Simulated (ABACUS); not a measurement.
## Band-structure run of InP (part 1 of 2)

- system: InP (2 atoms in the cell)
- method: Kohn-Sham DFT of a periodic cell, LDA, GBRV ultrasoft 1.5 LDA, no spin polarisation (ABACUS 3.10.1)

The structure derives from an entry of the Crystallography Open Database.

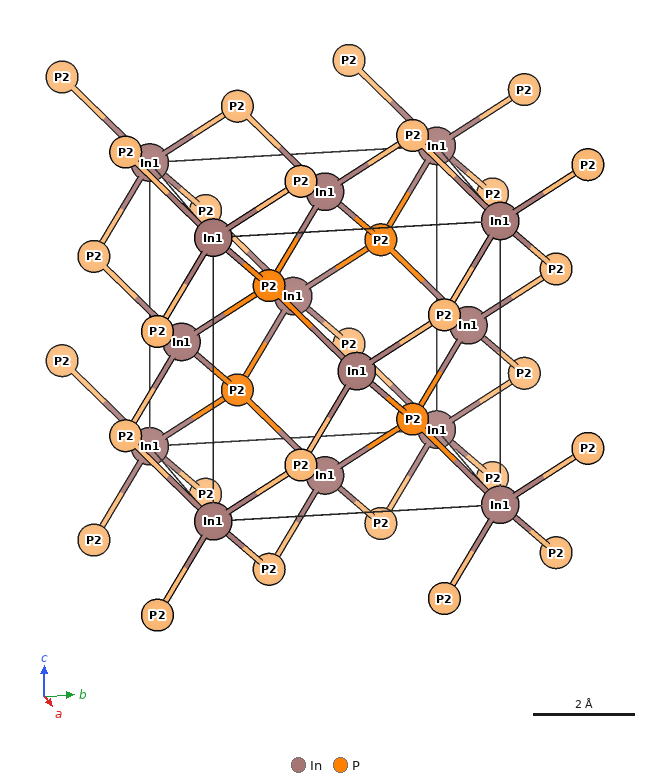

Fig. 1: The structure as given in the input (ball-and-stick view of the cell 4 times as large as that of the calculation, set on its symmetry axes, seen slightly off an axis; neighbours outside the cell are drawn fainter; atoms are numbered from 1 in the order of the input).

**Input**
```
INPUT_PARAMETERS
suffix              InP
calculation         scf
basis_type          pw
pseudo_dir          ./
symmetry            1
dft_functional      pz
ecutwfc             40
pseudo_rcut         10
nspin               1
nbands              19
ks_solver           dav
smearing_method     fd
smearing_sigma      0.00367493
scf_thr             1e-08
scf_nmax            100
mixing_type         broyden
mixing_beta         0.7
cal_force           1
cal_stress          1
ecutrho             320
out_chg             1
kpar                4
```

**File STRU**
```
ATOMIC_SPECIES
In 114.8180 in_lda_v1.4.uspp.F.UPF
P 30.9738 p_lda_v1.5.uspp.F.UPF

LATTICE_CONSTANT
1.8897261246

LATTICE_VECTORS
0.0000000000 2.9305000000 2.9305000000
2.9305000000 0.0000000000 2.9305000000
2.9305000000 2.9305000000 0.0000000000

ATOMIC_POSITIONS
Direct

In
0.0
1
0.0000000000 0.0000000000 0.0000000000 1 1 1

P
0.0
1
0.7500000000 0.7500000000 0.7500000000 1 1 1
```

**File KPT**
```
K_POINTS
0
Gamma
6 6 6 0 0 0
```

Hardware: 4 threads of Intel Xeon (Granite Rapids), 16 GiB of memory available, shared host.

Launch command:
```bash
OMP_NUM_THREADS=1 mpirun -np 4 abacus > log
```

**Output**
```
ABACUS v3.10.1

               Atomic-orbital Based Ab-initio Computation at UStc

 ------------------------------------------------------------------------------------

 READING GENERAL INFORMATION
                           global_out_dir = OUT.InP/
                           global_in_card = INPUT
                               pseudo_dir = ./
                              orbital_dir =
                                    DSIZE = 4
                                    GSIZE = 1

 READING UNITCELL INFORMATION
                                    ntype = 2
                  lattice constant (Bohr) = 1.88973
              lattice constant (Angstrom) = 1

 READING ATOM TYPE 1
                               atom label = In
                      L=0, number of zeta = 1
                      L=1, number of zeta = 1
                      L=2, number of zeta = 1
             number of atom for this type = 1

 READING ATOM TYPE 2
                               atom label = P
                      L=0, number of zeta = 1
                      L=1, number of zeta = 1
                      L=2, number of zeta = 1
             number of atom for this type = 1

                        TOTAL ATOM NUMBER = 2
DIRECT COORDINATES
    atom                   x                   y                   z     mag                  vx                  vy                  vz
taud_In1            0.0000000000        0.0000000000        0.0000000000  0.0000        0.0000000000        0.0000000000        0.0000000000
taud_P1            0.7500000000        0.7500000000        0.7500000000  0.0000        0.0000000000        0.0000000000        0.0000000000

                          Volume (Bohr^3) = 339.666
                             Volume (A^3) = 50.3332

 Lattice vectors: (Cartesian coordinate: in unit of a_0)
                   +0             +2.9305             +2.9305
              +2.9305                  +0             +2.9305
              +2.9305             +2.9305                  +0
 Reciprocal vectors: (Cartesian coordinate: in unit of 2 pi/a_0)
            -0.170619           +0.170619           +0.170619
            +0.170619           -0.170619           +0.170619
            +0.170619           +0.170619           -0.170619
 The esolver type has been set to : ksdft_pw

                PAO radial cut off (Bohr) = 10

 Read in pseudopotential file is in_lda_v1.4.uspp.F.UPF
                     pseudopotential type = US
          exchange-correlation functional = PZ
                 nonlocal core correction = 1
                        valence electrons = 13
                                     lmax = 2
                           number of zeta = 3
                     number of projectors = 6
                           L of projector = 0
                           L of projector = 0
                           L of projector = 1
                           L of projector = 1
                           L of projector = 2
                           L of projector = 2
                PAO radial cut off (Bohr) = 10

 Read in pseudopotential file is p_lda_v1.5.uspp.F.UPF
                     pseudopotential type = US
          exchange-correlation functional = PZ
                 nonlocal core correction = 1
                        valence electrons = 5
                                     lmax = 2
                           number of zeta = 2
                     number of projectors = 6
                           L of projector = 0
                           L of projector = 0
                           L of projector = 1
                           L of projector = 1
                           L of projector = 2
                           L of projector = 2
     initial pseudo atomic orbital number = 13

 SETUP THE ELECTRONS NUMBER
            electron number of element In = 13
      total electron number of element In = 13
             electron number of element P = 5
       total electron number of element P = 5
            AUTOSET number of electrons:  = 18
                           occupied bands = 9
                                   NBANDS = 19
                                   NLOCAL = 18

%%%%%%%%%%%%%%%%%%%%%%%%%%%%%%%%%%%%%%%%%%%%%%%%%%%%%%%%%%%%%%%%%%%%%%%%%%%%%%%%%%%%%%%%%%%%%%%%%%%%%%%%%%
 Warning: the number of valence electrons in pseudopotential > 3 for In: [Kr] 4d10 5s2 5p1
 Pseudopotentials with additional electrons can yield (more) accurate outcomes, but may be less efficient.
 If you're confident that your chosen pseudopotential is appropriate, you can safely ignore this warning.
%%%%%%%%%%%%%%%%%%%%%%%%%%%%%%%%%%%%%%%%%%%%%%%%%%%%%%%%%%%%%%%%%%%%%%%%%%%%%%%%%%%%%%%%%%%%%%%%%%%%%%%%%%

 SETUP THE PLANE WAVE BASIS
 energy cutoff for charge/potential (unit:Ry) = 160
            fft grid for charge/potential = [ 32, 32, 32 ]
                        fft grid division = [ 1, 1, 1 ]
        big fft grid for charge/potential = [ 45, 45, 45 ]
                                     nbxx = 91125
                                     nrxx = 32768

 SETUP PLANE WAVES FOR CHARGE/POTENTIAL
                    number of plane waves = 11575
                         number of sticks = 673

 PARALLEL PW FOR CHARGE/POTENTIAL
     PROC   COLUMNS(POT)             PW
        1            673          11575
 --------------- sum -------------------
        1            673          11575
                            number of |g| = 167
                                  max |g| = 14.3226
                                  min |g| = 0

 energy cutoff for dense charge/potential (unit:Ry) = 320
      fft grid for dense charge/potential = [ 45, 45, 45 ]
                                     nrxx = 91125

 SETUP PLANE WAVES FOR dense CHARGE/POTENTIAL
                    number of plane waves = 32743
                         number of sticks = 1357

 PARALLEL PW FOR dense CHARGE/POTENTIAL
     PROC   COLUMNS(POT)             PW
        1           1357          32743
 --------------- sum -------------------
        1           1357          32743
                            number of |g| = 333
                                  max |g| = 28.8781
                                  min |g| = 0

----------- Double Check Mixing Parameters Begin ------------
mixing_type: broyden
mixing_beta: 0.7
mixing_gg0: 1
mixing_gg0_min: 0.1
mixing_ndim: 8
----------- Double Check Mixing Parameters End ------------

 LATTICE VECTORS: (CARTESIAN COORDINATE: IN UNIT OF A0)
                   +0             +2.9305             +2.9305
              +2.9305                  +0             +2.9305
              +2.9305             +2.9305                  +0
                       right hand lattice = 1
                                   NORM_A = 4.14435
                                   NORM_B = 4.14435
                                   NORM_C = 4.14435
                           ALPHA (DEGREE) = 60
                           BETA  (DEGREE) = 60
                           GAMMA (DEGREE) = 60

 The lattice vectors have been changed (STRU_SIMPLE.cif)

(for optimal symmetric configuration:)
                             BRAVAIS TYPE = 3
                     BRAVAIS LATTICE NAME = 03. Cubic F (face-centered)
                                    ibrav = 3
                                    IBRAV = 3
                                  BRAVAIS = FACE CENTERED CUBIC
                       LATTICE CONSTANT A = 5.861
Original cell was already a primitive cell.
                        ROTATION MATRICES = 48
              PURE POINT GROUP OPERATIONS = 24
                   SPACE GROUP OPERATIONS = 24
                                       C2 = 3
                                       C3 = 8
                                       C4 = 0
                                       C6 = 0
                                       S1 = 6
                                       S3 = 0
                                       S4 = 6
                                       S6 = 0
                              POINT GROUP = T_d
                                       C2 = 3
                                       C3 = 8
                                       C4 = 0
                                       C6 = 0
                                       S1 = 6
                                       S3 = 0
                                       S4 = 6
                                       S6 = 0
               POINT GROUP IN SPACE GROUP = T_d

 SETUP K-POINTS
                                    nspin = 1
                   Input type of k points = Monkhorst-Pack(Gamma)
                                   nkstot = 216
                       right hand lattice = 1
(for reciprocal lattice: )
                             BRAVAIS TYPE = 2
                     BRAVAIS LATTICE NAME = 02. Cubic I (body-centered)
                                    ibrav = 2
                       right hand lattice = 1
(for k-lattice: )
                             BRAVAIS TYPE = 2
                     BRAVAIS LATTICE NAME = 02. Cubic I (body-centered)
                                    ibrav = 2
                       right hand lattice = 1
                        ROTATION MATRICES = 48
                               nkstot_ibz = 16
K-POINTS REDUCTION ACCORDING TO SYMMETRY
     IBZ    DIRECT_X    DIRECT_Y    DIRECT_Z  WEIGHT  ibz2bz
       1  0.00000000  0.00000000  0.00000000  0.0046       0
       2  0.16666667  0.16666667  0.16666667  0.0370       1
       3  0.33333333  0.33333333  0.33333333  0.0370       2
       4  0.50000000  0.50000000  0.50000000  0.0185       3
       5  0.16666667  0.16666667  0.00000000  0.0278       7
       6  0.33333333  0.33333333  0.16666667  0.1111       8
       7  0.50000000  0.50000000  0.33333333  0.1111       9
       8  0.50000000  0.33333333  0.33333333  0.1111      10
       9  0.33333333  0.16666667  0.16666667  0.0556      11
      10  0.33333333  0.33333333  0.00000000  0.0278      14
      11  0.50000000  0.50000000  0.16666667  0.1111      15
      12 -0.33333333  0.33333333  0.33333333  0.0556      16
      13  0.50000000  0.50000000  0.00000000  0.0139      21
      14  0.50000000  0.33333333  0.16666667  0.1111      51
      15  0.50000000  0.33333333 -0.33333333  0.1111      52
      16  0.50000000  0.33333333 -0.16666667  0.0556      58
```
